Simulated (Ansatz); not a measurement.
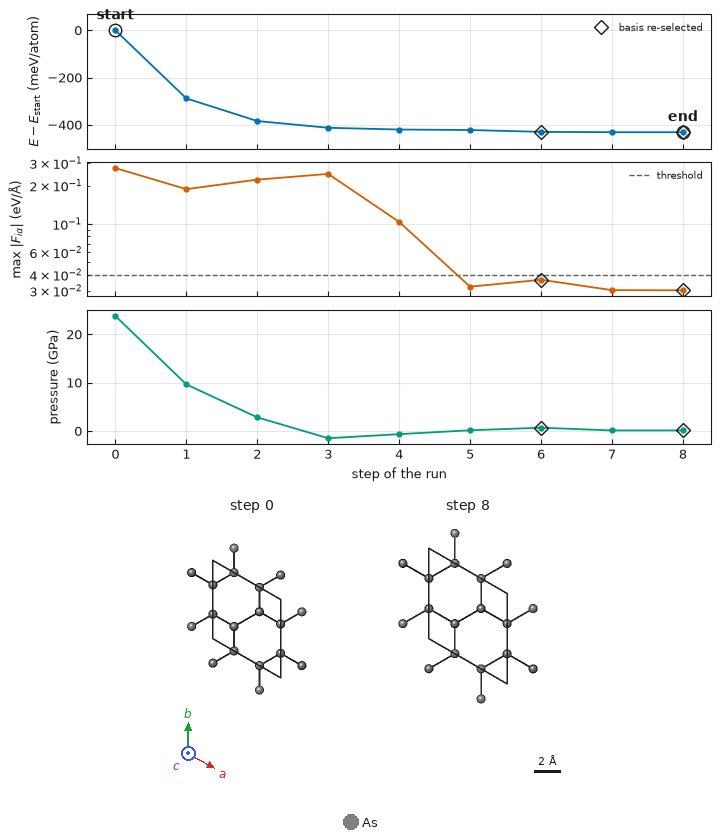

First and last geometry of a relaxation of crystalline As (a generated structure, set up in P6_422) (coarse preliminary run), with the history of the run. Style: ball-and-stick. Shown: the cell of the calculation, along the c axis.

Method: Ansatz, DFT PBE, scalar-relativistic, plane waves, PAW. Set-up: plane-wave cutoff 420 eV; k-point mesh 3 × 3 × 4; occupations gaussian; smearing width 0.1 eV; no spin polarisation; cell and atoms relaxed; force threshold 0.04 eV/Å; at most 70 steps.

> Did the run converge, and what did it change?

It converged. The energy falls by 431 meV per atom in 6 accepted moves (8 points after the start). Largest force component: 0.27 eV/Å at the start, 0.03 eV/Å at the end. Pressure: 23.80 GPa at the start and 0.13 GPa at the end. At 2 points the geometry stayed and the basis and grid were re-selected for the new cell (energy shift of 7.8 meV per atom at most each time). The largest moves relative to the cell, 0.14 Å, are those of As atoms. Cell: a = b 6.068 → 7.003 Å (+15.4 %), c 3.850 → 3.803 Å (−1.2 %). Volume +31.6 %. Some distances before and after: As–As 2.291 → 2.652 Å, As–As 2.272 → 2.346 Å. Bond angles that change, for instance: As–As–As 131.1° → 127.9°. The space group stays P6_422 (No. 181).

| step | E − E(0), meV/atom | largest force component, eV/Å | pressure, GPa | volume, Å³/atom | note |
| --- | --- | --- | --- | --- | --- |
| 0 | 0.00 | 0.2750 | 23.80 | 20.463 |  |
| 1 | -287.91 | 0.1879 | 9.65 | 23.242 |  |
| 2 | -383.72 | 0.2232 | 2.83 | 25.517 |  |
| 3 | -412.16 | 0.2474 | -1.48 | 27.618 |  |
| 4 | -419.60 | 0.1040 | -0.64 | 27.097 |  |
| 5 | -421.67 | 0.0323 | 0.16 | 26.605 |  |
| 6 | -429.48 | 0.0366 | 0.69 | 26.605 | same geometry, new basis |
| 7 | -430.89 | 0.0304 | 0.13 | 26.926 |  |
| 8 | -430.92 | 0.0302 | 0.13 | 26.926 | same geometry, new basis |

Limits of the set-up: the k-point mesh is coarse for a cell with partly filled bands.
